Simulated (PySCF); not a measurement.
## Converge calculation of C

The run: converge calculation of C (2 atoms in the cell). Method and program: Kohn-Sham DFT of a periodic cell in Gaussian orbitals, PBE0, pob-dzvp-rev2 (all-electron), no spin polarisation (PySCF 2.14.0).

The structure derives from an entry of the Crystallography Open Database. It belongs to a series of runs on one base structure; here: auxiliary basis = 1.8.

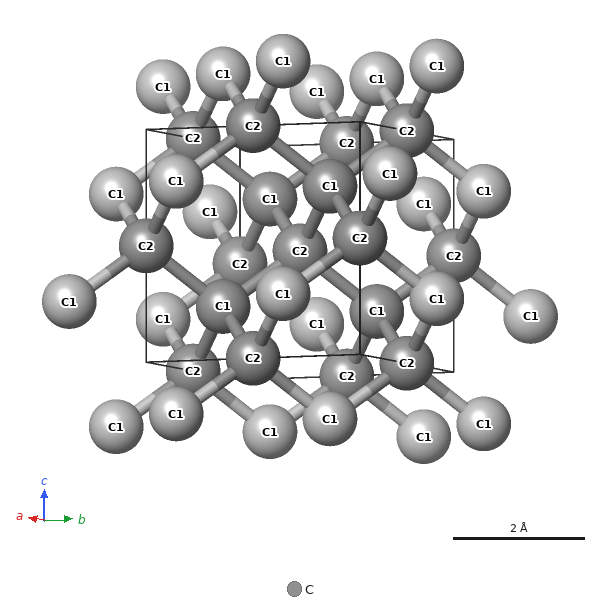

**Figure 1.** The input geometry (ball-and-stick view of the cell 4 times as large as that of the calculation, set on its symmetry axes, seen at an oblique angle; neighbours outside the cell are drawn fainter; atoms are numbered from 1 in the order of the input). An atom can appear more than once, as a periodic image.

## The input
```python
import json
import numpy as np
from pyscf.pbc import gto, scf, dft, df

cell = gto.Cell()
cell.basis = 'pob-dzvp-rev2'
cell.fromfile('C.xyz')
cell.exp_to_discard = 0.1
cell.precision = 1e-08
cell.max_memory = 2940  # MB
cell.verbose = 4
cell.build()

res = {}
kpts = cell.make_kpts([2, 2, 2])
mf = dft.KRKS(cell, kpts, xc='pbe0', exxdiv='ewald')
mf = mf.density_fit()
mf.with_df.auxbasis = df.aug_etb(cell, beta=1.8)
mf.with_df._cderi_to_save = 'cderi.h5'
mf.with_df.build(j_only=False)
mf = mf.smearing(sigma=0.00183747, method='fermi')  # hartree
mf.conv_tol = 1e-07
mf.max_cycle = 60

mf.kernel()
res.update(converged=bool(mf.converged), e_tot=mf.e_tot, nelec=cell.nelectron, nao=cell.nao, mesh=list(map(int, cell.mesh)), a=cell.lattice_vectors().tolist(), coords=cell.atom_coords().tolist(),
           mo_energy=[np.real(x).tolist() for x in mf.mo_energy], mo_occ=[np.real(x).tolist() for x in mf.mo_occ])
res.update(e_free=mf.e_free, e_zero=mf.e_zero)
res.update(kpts=cell.get_scaled_kpts(kpts).tolist())
res['parts'] = {k: float(np.real(v)) for k, v in mf.scf_summary.items() if np.isscalar(v)}
json.dump(res, open('results.json', 'w'))
if not mf.converged:
    raise SystemExit('SCF not converged')

print('levels (eV)')
for i, kp in enumerate(res['kpts'][:40]):
    print('k %7.4f %7.4f %7.4f  ' % tuple(kp), ' '.join('%.3f' % (x * 27.211386) for x in res['mo_energy'][i][:11]))

# Mulliken populations
dm, s = np.asarray(mf.make_rdm1()), np.asarray(mf.get_ovlp())
sites = cell.aoslice_by_atom()[:, 2:]
tot = np.einsum('kij,kji->i', dm, s).real / len(kpts)
res['mulliken'] = [cell.atom_charge(i) - tot[a0:a1].sum() for i, (a0, a1) in enumerate(sites)]
print('Mulliken charges', np.round(res['mulliken'], 5))
res['meta_lowdin'] = mf.mulliken_meta()[1].tolist()
res['done'] = True
json.dump(res, open('results.json', 'w'))
```

## File C.xyz
```
2
Lattice="0.0000000000 1.7833700000 1.7833700000 1.7833700000 0.0000000000 1.7833700000 1.7833700000 1.7833700000 0.0000000000" Properties=species:S:1:pos:R:3 pbc="T T T"
C      2.6750550000      2.6750550000      2.6750550000
C      1.7833700000      1.7833700000      1.7833700000
```

Launch command:
```bash
OMP_NUM_THREADS=2 python -u run.py > log
```

## Log
```
Discarded 0 diffused primitive functions, 0 contracted functions
ETB for C: l = 0, exps = 0.47094292 * 1.8^n , n = 0..14
ETB for C: l = 1, exps = 0.4452317481066434 * 1.8^n , n = 0..10
ETB for C: l = 2, exps = 0.42092428 * 1.8^n , n = 0..8
ETB for C: l = 3, exps = 0.6670701318450671 * 1.8^n , n = 0..3
ETB for C: l = 4, exps = 1.05715584 * 1.8^n , n = 0..1

******** <class 'pyscf.pbc.df.df.GDF'> ********
auxbasis = {'C': [[0, [np.float64(1765.1570178413865), 1]], [0, [np.float64(980.642787689659), 1]], [0, [np.float64(544.8015487164773), 1]], [0, [np.float64(302.66752706470953), 1]], [0, [np.float64(168.14862614706087), 1]], [0, [np.float64(93.41590341503381), 1]], [0, [np.float64(51.89772411946323), 1]], [0, [np.float64(28.83206895525735), 1]], [0, [np.float64(16.017816086254083), 1]], [0, [np.float64(8.8987867145856), 1]], [0, [np.float64(4.943770396992), 1]], [0, [np.float64(2.7465391094400005), 1]], [0, [np.float64(1.5258550608), 1]], [0, [np.float64(0.847697256), 1]], [0, [np.float64(0.47094292), 1]], [1, [np.float64(158.96853648672828), 1]], [1, [np.float64(88.31585360373793), 1]], [1, [np.float64(49.06436311318774), 1]], [1, [np.float64(27.25797950732652), 1]], [1, [np.float64(15.143321948514732), 1]], [1, [np.float64(8.41295663806374), 1]], [1, [np.float64(4.6738647989243), 1]], [1, [np.float64(2.5965915549579446), 1]], [1, [np.float64(1.4425508638655247), 1]], [1, [np.float64(0.8014171465919582), 1]], [1, [np.float64(0.4452317481066434), 1]], [2, [np.float64(46.38568971081186), 1]], [2, [np.float64(25.7698276171177), 1]], [2, [np.float64(14.316570898398721), 1]], [2, [np.float64(7.953650499110401), 1]], [2, [np.float64(4.418694721728), 1]], [2, [np.float64(2.45483040096), 1]], [2, [np.float64(1.3637946672), 1]], [2, [np.float64(0.7576637039999999), 1]], [2, [np.float64(0.42092428), 1]], [3, [np.float64(3.890353008920432), 1]], [3, [np.float64(2.1613072271780176), 1]], [3, [np.float64(1.200726237321121), 1]], [3, [np.float64(0.6670701318450671), 1]], [4, [np.float64(1.902880512), 1]], [4, [np.float64(1.05715584), 1]]]}
exp_to_discard = 0.1
len(kpts) = 8
Drop 0 primitive fitting functions
make aux basis, num shells = 82, num cGTOs = 278
auxcell.rcut 10.895638670787083

******** <class 'pyscf.pbc.df.rsdf_builder._RSGDFBuilder'> ********
mesh = [7 7 7] (343 PWs)
ke_cutoff = 7.820987783572838
omega = 0.34121249501821643
exclude_d_aux = True
exclude_dd_block = True
j2c_eig_always = False
has_long_range = True

******** <class 'pyscf.pbc.scf.smearing.SmearingKRKS'> ********
method = SmearingKRKS
initial guess = minao
damping factor = 0
level_shift factor = 0
DIIS = <class 'pyscf.scf.diis.CDIIS'>
diis_start_cycle = 1
diis_space = 8
diis_damp = 0
SCF conv_tol = 1e-07
SCF conv_tol_grad = None
SCF max_cycles = 60
direct_scf = True
direct_scf_tol = 1e-13

******** PBC SCF flags ********
N kpts = 8
Exchange divergence treatment (exxdiv) = ewald
    madelung (= occupied orbital energy shift) = 0.34011513662790605
    Total energy shift due to Ewald probe charge = -1/2 * Nelec*madelung = -2.04069081977
Smearing method = fermi
DF object = <pyscf.pbc.df.df.GDF object>
XC functionals = pbe0
small_rho_cutoff = 0
radial grids:
    Treutler-Ahlrichs [JCP 102, 346 (1995); DOI:10.1063/1.469408] (M4) radial grids

becke partition: Becke, JCP 88, 2547 (1988); DOI:10.1063/1.454033
pruning grids: <function nwchem_prune>
grids dens level: 3
symmetrized grids: False
atomic radii adjust function: <function treutler_atomic_radii_adjust>
Set gradient conv threshold to 0.000316228

******** <class 'pyscf.pbc.df.rsdf_builder._RSNucBuilder'> ********
mesh = [9 9 9] (729 PWs)
ke_cutoff = 13.903978281907268
omega = 0.4704335680132057
exclude_d_aux = False
exclude_dd_block = True
j2c_eig_always = False
has_long_range = True
tot grids = 27685
cell vol = 76.5510173  sum(weights) = 76.9065994
nelec by numeric integration = 12.007925614229194
init E= -76.8027342558773
    sigma = 0.00183747  Optimized mu = 0.581540134036  entropy = -0
nelec by numeric integration = 12.003892056083163
    Total E(T) = -75.9934191455393  Free energy = -75.9934191455393  E0 = -75.9934191455393
cycle= 1 E= -75.9934191455393  delta_E= 0.809  |g|= 0.272  |ddm|=    6
    sigma = 0.00183747  Optimized mu = 0.637513566597  entropy = -0
nelec by numeric integration = 12.00420588688188
    Total E(T) = -75.9961286913762  Free energy = -75.9961286913762  E0 = -75.9961286913762
cycle= 2 E= -75.9961286913762  delta_E= -0.00271  |g|= 0.0449  |ddm|= 0.655
    sigma = 0.00183747  Optimized mu = 0.624664894912  entropy = -0
nelec by numeric integration = 12.004170931839472
    Total E(T) = -75.9961902754337  Free energy = -75.9961902754337  E0 = -75.9961902754337
cycle= 3 E= -75.9961902754337  delta_E= -6.16e-05  |g|= 0.00214  |ddm|= 0.109
    sigma = 0.00183747  Optimized mu = 0.62501615558  entropy = -0
nelec by numeric integration = 12.00417555970392
    Total E(T) = -75.9961908532169  Free energy = -75.9961908532169  E0 = -75.9961908532169
cycle= 4 E= -75.9961908532169  delta_E= -5.78e-07  |g|= 0.000102  |ddm|= 0.00489
    sigma = 0.00183747  Optimized mu = 0.624997243431  entropy = -0
nelec by numeric integration = 12.004175872765352
    Total E(T) = -75.9961908552824  Free energy = -75.9961908552824  E0 = -75.9961908552824
cycle= 5 E= -75.9961908552824  delta_E= -2.07e-09  |g|= 3.9e-05  |ddm|= 0.00061
    sigma = 0.00183747  Optimized mu = 0.62499542481  entropy = -0
```

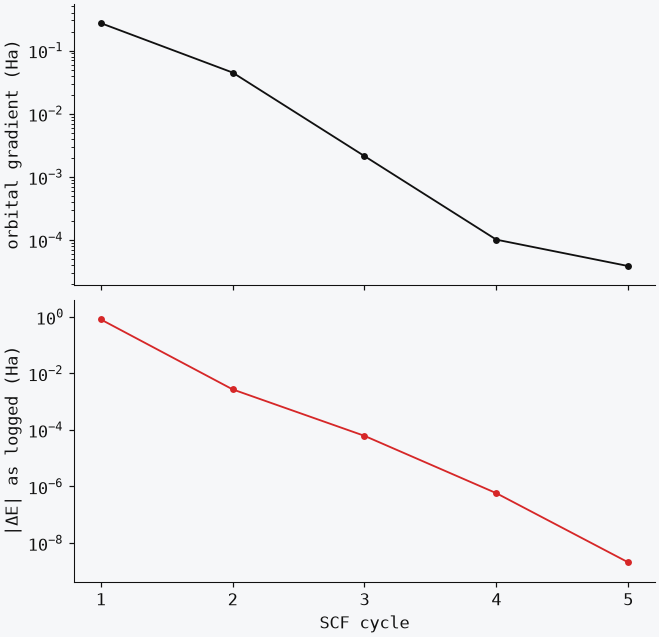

**Figure 2.** Convergence of the self-consistent field: orbital gradient and size of the energy change against the SCF cycle. The residual falls at every step.

```
nelec by numeric integration = 12.004175880309727
    Total E(T) = -75.9961908552662  Free energy = -75.9961908552662  E0 = -75.9961908552662
Extra cycle  E= -75.9961908552662  delta_E= 1.62e-11  |g|= 4.69e-05  |ddm|= 7.73e-05
converged SCF energy = -75.9961908552662
levels (eV)
k  0.0000  0.0000  0.0000   -260.826 -260.806 -10.441 12.560 12.560 12.560 21.002 21.002 21.002 30.062 37.208
k -0.0000 -0.0000  0.5000   -260.825 -260.814 -4.138 -1.640 9.587 9.587 24.023 24.024 24.937 32.105 38.641
k  0.0000  0.5000 -0.0000   -260.825 -260.814 -4.138 -1.640 9.587 9.587 24.023 24.024 24.937 32.105 38.641
k  0.0000  0.5000  0.5000   -260.820 -260.820 -0.961 -0.961 5.883 5.883 20.055 20.055 33.100 33.100 39.926
k  0.5000  0.0000  0.0000   -260.825 -260.814 -4.138 -1.640 9.587 9.587 24.023 24.024 24.937 32.105 38.641
k  0.5000  0.0000  0.5000   -260.820 -260.820 -0.961 -0.961 5.883 5.883 20.055 20.055 33.100 33.100 39.926
k  0.5000  0.5000  0.0000   -260.820 -260.820 -0.961 -0.961 5.883 5.883 20.055 20.055 33.100 33.100 39.926
k  0.5000  0.5000  0.5000   -260.825 -260.814 -4.138 -1.640 9.587 9.587 24.024 24.024 24.937 32.105 38.641
Mulliken charges [-0.00014  0.00014]
 ** Mulliken pop on meta-lowdin orthogonal AOs **
 ** Mulliken pop  **
pop of  0 C 1s            1.99989
pop of  0 C 2s            0.92600
pop of  0 C 3s            0.00170
pop of  0 C 2px           1.01897
pop of  0 C 2py           1.01897
pop of  0 C 2pz           1.01897
pop of  0 C 3px           0.00377
pop of  0 C 3py           0.00377
pop of  0 C 3pz           0.00377
pop of  0 C 3dxy          0.00139
pop of  0 C 3dyz          0.00139
pop of  0 C 3dz^2         0.00001
pop of  0 C 3dxz          0.00139
pop of  0 C 3dx2-y2       0.00001
pop of  1 C 1s            1.99989
pop of  1 C 2s            0.92599
pop of  1 C 3s            0.00170
pop of  1 C 2px           1.01897
pop of  1 C 2py           1.01897
pop of  1 C 2pz           1.01897
pop of  1 C 3px           0.00377
pop of  1 C 3py           0.00377
pop of  1 C 3pz           0.00377
pop of  1 C 3dxy          0.00139
pop of  1 C 3dyz          0.00139
pop of  1 C 3dz^2         0.00001
pop of  1 C 3dxz          0.00139
pop of  1 C 3dx2-y2       0.00001
 ** Mulliken atomic charges  **
charge of    0C =     -0.00001
charge of    1C =      0.00001
```

## Summary

| quantity | value |
| --- | --- |
| outcome | converged |
| space group (tolerance 0.01 Å) | Fd-3m (227) |
| electrons in bands (core shells apart) | 12 |
| free energy | −2067.9617 eV |
| total energy | −2067.9617 eV |
| Fermi energy | 17.007 eV |
| gap on the k-point mesh | 7.49 eV |
| hardware | 2 threads of Arm Neoverse V2, 24 GiB of memory available, shared host |
| wall time | 26 s (CPU time 48 s) |
| peak memory | 0.56 GiB |

## Notes

Points of doubt noted for this run: coarse mesh; mesh coarse for exact exchange. So coarse a mesh can miss the band edges, so the true gap of this method can be much smaller, or zero. The k-point mesh is coarse for a cell of this size, so the results may not be converged.
